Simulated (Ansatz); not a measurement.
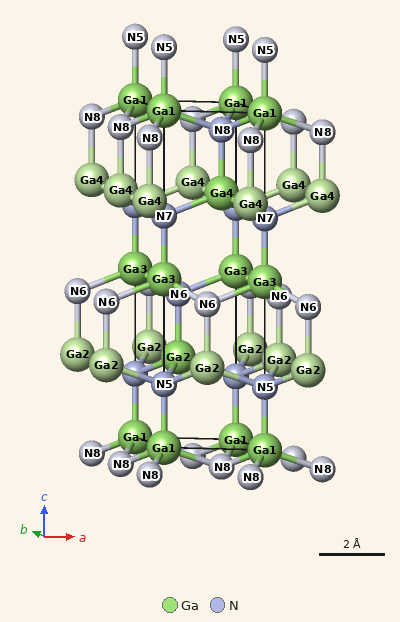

Fig. 1: The input geometry of run 1 (ball-and-stick view of the cell of the calculation, seen slightly off an axis; neighbours outside the cell are drawn fainter; atoms are numbered from 1 in the order of the input).

**Two runs on GaN**

System: GaN (P6₃mc, 8 atoms in the cell).
Method of run 1: DFT, PBEsol, plane waves, PAW, no spin polarisation (Ansatz 0.2.0).

The structure was built on a prototype by a generator. The geometry comes from this level: PBE. Text and figures count atoms from 1; the logs count them from 0 in places.

### Input file, run 1
```yaml
crystal:
  lattice:
    - [3.2171330139, 0.0, 0.0]
    - [-1.6085665069, 2.7861189174, 0.0]
    - [0.0, 0.0, 10.4954066517]
  atoms:
    - { symbol: Ga, position: [0.0, 0.0, -0.0003500083] }
    - { symbol: Ga, position: [0.3333333333, 0.6666666667, 0.2499403964] }
    - { symbol: Ga, position: [0.0, 0.0, 0.4996499917] }
    - { symbol: Ga, position: [0.6666666667, 0.3333333333, 0.7499403964] }
    - { symbol: "N", position: [0.0, 0.0, 0.1876293227] }
    - { symbol: "N", position: [0.3333333333, 0.6666666667, 0.4377802891] }
    - { symbol: "N", position: [0.0, 0.0, 0.6876293227] }
    - { symbol: "N", position: [0.6666666667, 0.3333333333, 0.9377802891] }
kpoints:
  mp_grid: { grid: [12, 12, 2] }
hamiltonian:
  xc: pbesol
scf:
  occupations: { method: fermi_dirac, width: 0.02 }
relax:
  f_tol: 0.005
  cell: {}
output:
  write_density: true
  write_potential: true
  elf: true
  volumetric_format: npy
```

Command:
```bash
ansatz run input.yaml --threads 8 --pin off --max-ram 12902MiB --backend cpu --events-out ev --progress --plain --runs-dir out
```

Hardware: 8 threads of Intel Xeon (Sapphire Rapids), 64 GiB of memory available, shared host.

### Output, shortened to warnings, some set-up lines, iterations and results (run 1)
```
Basis set: ecut = 420 eV, 1895 PW (Γ), exchange–correlation on 48×48×144 points (8 copies of the dense FFT grid, shifted against one another)
Symmetry: 12 space group operations
k-points: 38 of 288
Initial density: superposition of atomic densities (neutral atoms: chi_scale 0, normalization atom), corrected by the library's trained network
[...]
SCF iter   1: F=—  HF=-16491.350082 eV  |F-HF|=—  |Δ(HF+E_count)|=         —  Δρ=1.26e-2  dr2=1.49e-1  ethr=1.77e-3  ⟨swp⟩=6.6  Hψ=6185  notcnv=0
SCF iter   2: F=—  HF=-16491.308243 eV  |F-HF|=—  |Δ(HF+E_count)|=   4.18e-2  Δρ=1.83e-3  dr2=3.15e-3  ethr=2.06e-4  ⟨swp⟩=2.0  Hψ=2494  notcnv=0  defer=123
SCF iter   3: F=—  HF=-16491.307859 eV  |F-HF|=—  |Δ(HF+E_count)|=   3.84e-4  Δρ=9.13e-4  dr2=6.55e-4  ethr=4.37e-6  ⟨swp⟩=2.5  Hψ=2444  notcnv=0  defer=123
SCF iter   4: F=—  HF=-16491.307914 eV  |F-HF|=—  |Δ(HF+E_count)|=   5.50e-5  Δρ=2.57e-4  dr2=6.17e-5  ethr=9.09e-7  ⟨swp⟩=2.9  Hψ=3279  notcnv=0  defer=123
SCF iter   5: F=—  HF=-16491.307874 eV  |F-HF|=—  |Δ(HF+E_count)|=   4.06e-5  Δρ=1.21e-4  dr2=8.66e-6  ethr=8.57e-8  ⟨swp⟩=2.0  Hψ=2904  notcnv=0  defer=123
[... 41 lines ...]
SCF iter   3: F=—  HF=-16491.366411 eV  |F-HF|=—  |Δ(HF+E_count)|=   1.30e-9  Δρ=1.82e-6  dr2=1.55e-9  ethr=6.43e-12  ⟨swp⟩=2.2  Hψ=2728  notcnv=0
SCF iter   4: F=—  HF=-16491.366411 eV  |F-HF|=—  |Δ(HF+E_count)|=   1.46e-9  Δρ=4.88e-7  dr2=1.52e-10  ethr=2.16e-12  ⟨swp⟩=2.2  Hψ=2142  notcnv=0
SCF iter   5: F=-16491.366411 eV  HF=-16491.366411 eV  |F-HF|=0.00e0  |Δ(HF+E_count)|=  1.20e-10  Δρ=8.86e-8  dr2=8.44e-12  ethr=1.00e-12  ⟨swp⟩=5.1  Hψ=7213  notcnv=0
SCF 7 converged in 5 iterations: F = -16491.366411 eV  dr2 = 8.44e-12
relax step   7: F+E_penalty+E_count = -16491.36641117 eV  Δ(F+E_penalty+E_count) = +2.463e-4 eV  max|allowed force component| = 7.840e-4 eV/Å  Δτ_max = 0.0000 Å  P = -0.002 …
basis re-selected at this cell: Δ(F+E_penalty+E_count) = +2.463e-4 eV, ΔP = -0.002 GPa vs the last step (what re-selecting the basis moved, of the pressure what is left beyond the Pulay correction that the steps carried, after the strain that the cell walked since its last selection, with what the …
SCF converged after 5 iterations
Free energy (F): -16491.366411 eV
Harris-Foulkes:  -16491.366411 eV  (|F-HF|=0.00e0)
Internal energy: -16491.366411 eV  (E = F + TS)
E sigma→0 (E₀):  -16491.366411 eV
Fermi energy:    10.516427 eV
--- Per-component energies (eV) ---
  E_band       = -26.576663
  E_kinetic    = 986.890545
  E_local      = -7787.285228  (includes V_loc(G=0)·N_el)
  E_nonlocal   = 1901.931871
  E_hartree    = 3577.870294
  E_xc         = -510.827742
  E_vxc        = -535.535396  (∫ρ·V_xc dr)
  E_paw        = -8303.826400  (= ΣΔE_a)
  E_vpaw       = -1748.319233  (= ΣTr[D̂ρ^β])
  E_aug_tail   = 0.000318  (compensation charges beyond the density's cutoff)
  E_ewald      = -6359.684377
  E_core_change = 3.564307  (= ΣΔE_core)
  E_smearing   = -0.000000  (= −TS)
  E_closure    = 0.000000  (closes the sum)
  Σ components = -16491.366411   (vs F -16491.366411, Δ=0.00e0)
--- Forces (eV/Å), atoms counted from 1 ---
  atom   1  Ga     0.00000000    -0.00000000     0.00066960
  atom   2  Ga     0.00000000    -0.00000000     0.00078392
  atom   3  Ga    -0.00000000     0.00000000     0.00066960
  atom   4  Ga    -0.00000000     0.00000000     0.00078392
  atom   5  N     -0.00000000     0.00000000    -0.00073345
  atom   6  N      0.00000000    -0.00000000    -0.00072040
  atom   7  N      0.00000000    -0.00000000    -0.00073345
  atom   8  N     -0.00000000     0.00000000    -0.00072040
  max |Σ_I F_I| component: 6.62e-7 eV/Å
--- Stress (GPa, compression-positive) ---
       -0.002182       0.000000       0.000000
        0.000000      -0.002182      -0.000000
        0.000000      -0.000000      -0.002307
  P = ⅓ Tr σ = -0.0022 GPa (-0.022 kbar)
--- Relaxed structure (5 steps of the walk, 5 accepted, 2 SCFs on fresh bases) ---
  F+E_penalty+E_count = -16491.36641117 eV   max|allowed force component| = 7.840e-4 eV/Å   (the final SCF, on the basis selected at the relaxed cell)
  cell:  # Å, volume = 90.9770 Å³
    - [3.1814082349836603, -2.8547028239483102e-11, 1.727596436147731e-18]
[...]
```

The input of run 2 differs as follows (lines with − go, lines with + come):
```diff
-  xc: pbesol
+  xc: r2scan
-output:
-  write_density: true
-  write_potential: true
-  elf: true
-  volumetric_format: npy
```

What does this change do to the results?

The total energies belong to different methods, so their difference says nothing on which is more stable or more accurate. The functional changes from PBEsol to r2SCAN. The SCF takes 30 iterations over all geometry steps against 37. The default cutoff goes from 420 to 500 eV with the change. On the same kind of shared host run 2 took about 1.4 times as long.

### Output, shortened to warnings, some set-up lines, iterations and results (run 2)
```
Basis set: ecut = 500 eV, 2361 PW (Γ), exchange–correlation on 96×96×320 points (64 copies of the dense FFT grid, shifted against one another)
Symmetry: 12 space group operations
k-points: 38 of 288
Initial density: superposition of atomic densities (neutral atoms: chi_scale 0, normalization atom), corrected by the library's trained network
[...]
SCF iter   1: F=—  HF=-16705.347121 eV  |F-HF|=—  |Δ(HF+E_count)|=         —  Δρ=1.23e-2  dr2=5.31e-2  dr2_τ=3.41e-1  ethr=1.77e-3  ⟨swp⟩=6.4  Hψ=6232  notcnv=0
SCF iter   2: F=—  HF=-16705.461723 eV  |F-HF|=—  |Δ(HF+E_count)|=   1.15e-1  Δρ=5.69e-3  dr2=1.86e-2  dr2_τ=6.17e-4  ethr=7.37e-5  ⟨swp⟩=3.0  Hψ=3688  notcnv=0  defer=126
SCF iter   3: F=—  HF=-16705.460820 eV  |F-HF|=—  |Δ(HF+E_count)|=   9.03e-4  Δρ=3.61e-3  dr2=5.21e-3  dr2_τ=1.73e-4  ethr=2.58e-5  ⟨swp⟩=3.0  Hψ=2967  notcnv=0  defer=88
SCF iter   4: F=—  HF=-16705.460896 eV  |F-HF|=—  |Δ(HF+E_count)|=   7.62e-5  Δρ=2.85e-4  dr2=4.43e-5  dr2_τ=1.69e-5  ethr=7.23e-6  ⟨swp⟩=3.0  Hψ=2950  notcnv=0  defer=88
SCF iter   5: F=—  HF=-16705.460938 eV  |F-HF|=—  |Δ(HF+E_count)|=   4.20e-5  Δρ=1.32e-4  dr2=9.36e-6  dr2_τ=9.80e-7  ethr=6.15e-8  ⟨swp⟩=2.0  Hψ=2882  notcnv=0  defer=88
[... 30 lines ...]
SCF iter   4: F=—  HF=-16705.522143 eV  |F-HF|=—  |Δ(HF+E_count)|=   6.30e-8  Δρ=2.26e-6  dr2=3.78e-9  dr2_τ=5.10e-10  ethr=8.66e-11  ⟨swp⟩=2.0  Hψ=3038  notcnv=0
SCF iter   5: F=—  HF=-16705.522143 eV  |F-HF|=—  |Δ(HF+E_count)|=   4.73e-9  Δρ=8.49e-7  dr2=3.22e-10  dr2_τ=7.51e-12  ethr=5.25e-12  ⟨swp⟩=2.0  Hψ=3040  notcnv=0
SCF iter   6: F=-16705.522143 eV  HF=-16705.522143 eV  |F-HF|=3.64e-11  |Δ(HF+E_count)|=  5.42e-10  Δρ=3.13e-7  dr2=7.65e-11  dr2_τ=1.12e-11  ethr=1.00e-12  ⟨swp⟩=4.2  …
SCF 5 converged in 6 iterations: F = -16705.522143 eV  dr2 = 7.65e-11
relax step   5: F+E_penalty+E_count = -16705.52214282 eV  Δ(F+E_penalty+E_count) = +1.753e-3 eV  max|allowed force component| = 6.114e-4 eV/Å  Δτ_max = 0.0000 Å  P = -0.011 …
basis re-selected at this cell: Δ(F+E_penalty+E_count) = +1.753e-3 eV, ΔP = -0.008 GPa vs the last step (what re-selecting the basis moved, of the pressure what is left beyond the Pulay correction that the steps carried, after the strain that the cell walked since its last selection, with what the …
SCF converged after 6 iterations
Free energy (F): -16705.522143 eV
Harris-Foulkes:  -16705.522143 eV  (|F-HF|=3.64e-11)
Internal energy: -16705.522143 eV  (E = F + TS)
E sigma→0 (E₀):  -16705.522143 eV
Fermi energy:    10.615263 eV
--- Per-component energies (eV) ---
  E_band       = -59.686821
  E_kinetic    = 988.521269
  E_local      = -7800.605364  (includes V_loc(G=0)·N_el)
  E_nonlocal   = 1905.721566
  E_hartree    = 3599.541742
  E_xc         = -487.094323
  E_vxc        = -574.548186  (∫ρ·V_xc dr)
  E_paw        = -8549.201385  (= ΣΔE_a)
  E_vpaw       = -1809.245079  (= ΣTr[D̂ρ^β])
  E_aug_tail   = -0.000087  (compensation charges beyond the density's cutoff)
  E_vtau       = 31.384990  (kinetic-family band-sum trace: ∫τ·v_τ [+ j·A + Jᵃ·Aᵃ] dr)
  E_ewald      = -6359.675023
  E_core_change = -2.730538  (= ΣΔE_core)
  E_smearing   = -0.000000  (= −TS)
  E_closure    = 0.000000  (closes the sum)
  Σ components = -16705.522143   (vs F -16705.522143, Δ=0.00e0)
--- Forces (eV/Å), atoms counted from 1 ---
  atom   1  Ga     0.00000000    -0.00000000     0.00032574
  atom   2  Ga     0.00000000    -0.00000000     0.00061872
  atom   3  Ga    -0.00000000     0.00000000     0.00032574
  atom   4  Ga    -0.00000000     0.00000000     0.00061872
  atom   5  N     -0.00000000     0.00000000    -0.00046514
  atom   6  N      0.00000000    -0.00000000    -0.00045011
  atom   7  N      0.00000000    -0.00000000    -0.00046514
  atom   8  N      0.00000000     0.00000000    -0.00045011
  max |Σ_I F_I| component: 5.84e-5 eV/Å
--- Stress (GPa, compression-positive) ---
       -0.013634      -0.000000       0.000000
       -0.000000      -0.013634       0.000000
        0.000000       0.000000      -0.004765
  P = ⅓ Tr σ = -0.0107 GPa (-0.107 kbar)
--- Relaxed structure (4 steps of the walk, 4 accepted, 1 SCFs on fresh bases) ---
  F+E_penalty+E_count = -16705.52214282 eV   max|allowed force component| = 6.114e-4 eV/Å   (the final SCF, on the basis selected at the relaxed cell)
  cell:  # Å, volume = 90.9770 Å³
[...]
```

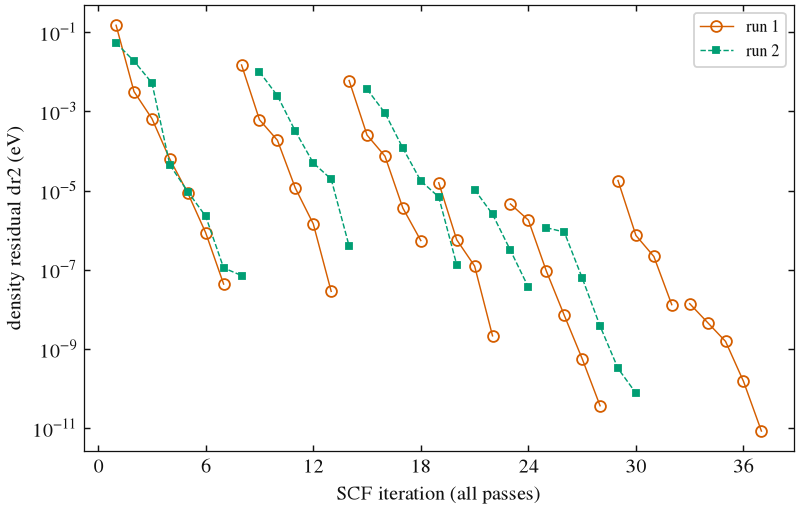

Fig. 2: Convergence of the two runs: density residual dr2 against the SCF iteration. A break in a curve parts two SCF passes. Run 1 takes 37 iterations in all, and run 2 takes 30.

### The two runs side by side

| quantity | run 1 | run 2 |
| --- | --- | --- |
| outcome | converged | converged |
| free energy per atom (eV) | −2061.4208 | −2088.1903 |
| gap on the mesh (eV) | 1.79 | – |
| pressure (GPa) | 0.00 | −0.01 |
| largest force (eV/Å) | 0.001 | 0.001 |
| SCF iterations | 37 | 30 |
| irreducible k-points | 38 | 38 |
| wall time (shared host) | 9.1 s | 13 s |
